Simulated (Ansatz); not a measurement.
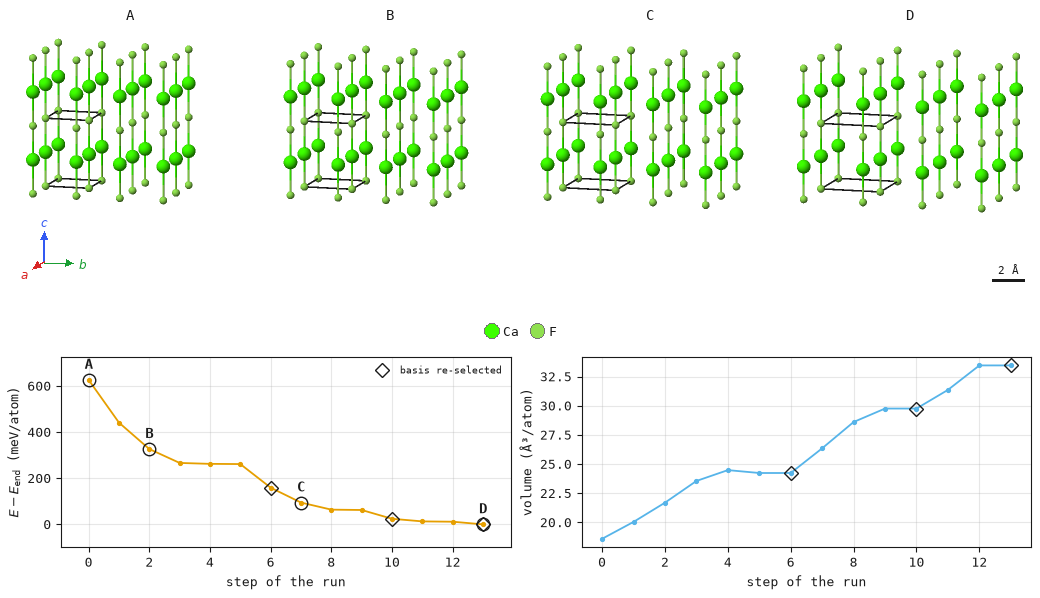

Frames of a relaxation of a crystal of CaF (a generated structure, set up in P4/mmm) (coarse preliminary run), marked on the history of the run. The picture is a ball-and-stick view of the cell of the calculation, repeated 2 × 3 × 2 with one cell outlined, seen slightly off an axis.

Level of theory: Ansatz 0.2.0, DFT PBE, scalar-relativistic, plane waves, PAW.

The input:
```yaml
crystal:
  lattice:
    - [2.9009947, 0.0, 0.0]
    - [0.0, 2.9009947, 0.0]
    - [0.0, 0.0, 4.41921527]
  atoms:
    - { symbol: Ca, position: [0.0, 0.0, 0.5] }
    - { symbol: F, position: [0.0, 0.0, 0.0] }
basis:
  ecutwfc: 420
kpoints:
  mp_grid: { grid: [6, 6, 4] }
hamiltonian:
  xc: pbe
scf:
  occupations: { method: gaussian, width: 0.1 }
  lower_state_search: "off"
output:
  forces: true
  stress: true
  eigenvalues: true
relax:
  adjacent_minimum: "off"
  f_tol: 0.04
  max_steps: 70
  cell: { stress_tol: 0.4 }
```

Command:
```bash
ansatz run input.yaml --threads 1 --pin off --max-ram 2560MiB --backend cpu --events-out ev --progress --plain --runs-dir out
```

Question: Describe the path.

Answer: No atom moves by more than 0.005 Å relative to the cell. Cell: a = b 2.901 → 3.961 Å (+36.5 %), c 4.419 → 4.264 Å (−3.5 %). Volume +79.9 %. Near-neighbour distances that change, for instance: Ca1–Ca1 2.901 → 3.961 Å, Ca1–F2 2.210 → 2.132 Å. The space group stays P4/mmm (No. 123). After 10 accepted moves (13 points after the start) the energy has fallen by 626 meV per atom. All forces vanish by symmetry, so only the cell relaxes. The pressure goes from 6.75 to 0.25 GPa. The SCF was repeated 3 times at an unchanged geometry on a basis and grid sized afresh for the cell, which shifted the energy by 102 meV per atom at most. The run took 9.3 s on 1 thread of AMD EPYC 9R14 (Zen 4), with other jobs on the host, peak memory 0.38 GiB. From step 0 to 2: volume +16.6 %, energy −300 meV per atom. From step 2 to 7: volume +21.5 %, energy −232 meV per atom. From step 7 to 13: volume +27.0 %, energy −94.4 meV per atom.
